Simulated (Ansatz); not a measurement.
## Electronic structure of PbS in real space

```yaml
crystal:
  lattice:
    - [3.30098, -3.30098, 0.00000]
    - [3.30098, 3.30098, 0.00000]
    - [0.00000, 0.00000, 6.43691]
  atoms:
    - { symbol: Pb, position: [0.00000, 0.00000, 0.00000] }
    - { symbol: Pb, position: [0.50000, 0.50000, 0.50000] }
    - { symbol: S, position: [0.00000, 0.50000, 0.25000] }
    - { symbol: S, position: [0.50000, 0.00000, 0.75000] }
```

Space group I-4m2; started from the zincblende prototype, which need not be the ambient phase; changed on purpose from its base cell (uniaxial z strain -2.5%).

Method: DFT, PBE, plane waves, PAW in Ansatz 0.2.0.

Core electrons are frozen (PAW), and the valence fields are smoothed inside the atomic spheres.

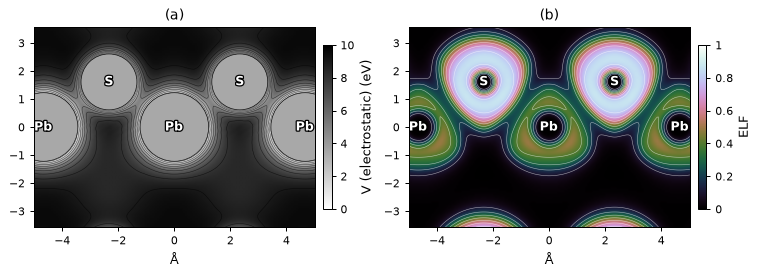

Figure 1. (a) electrostatic potential energy of an electron; (b) ELF on the (100) plane of the conventional cell. Grey discs cover the atomic cores in the potential map.

**Interpret the plot.**

- Atoms in the plane: Pb and S.
- Pb–S (2.84 Å): the ELF peaks at about 0.85 in the valence shell of S, 0.8 Å from its nucleus, and drops to about 0.25 between the two atoms.
- Outside the cores the potential energy rises away from the atoms and is highest about 2.8 Å from the nearest atoms; its zero is arbitrary.

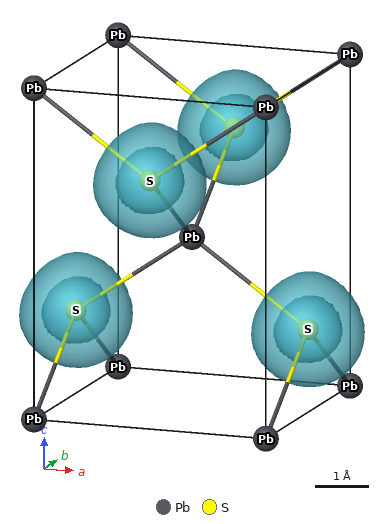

Figure 2. Isosurface of the ELF at 0.8 (cyan), seen slightly off an axis. Only the valence region is drawn (cores and ρ < 0.01 e/Å³ removed). Sticks mark near contacts.

**Identify the bonds, lone pairs and shells in this picture.**

The surface consists of two regions wrapped around S (the valence shell of each), counted in one cell of 4 atoms. Regions shared between cells count once.

**Metal or insulator at this level of theory?**

It is gapped, with a Kohn–Sham gap of 0.72 eV on the k-point mesh (the band edges may lie off the mesh, which would make the gap smaller).
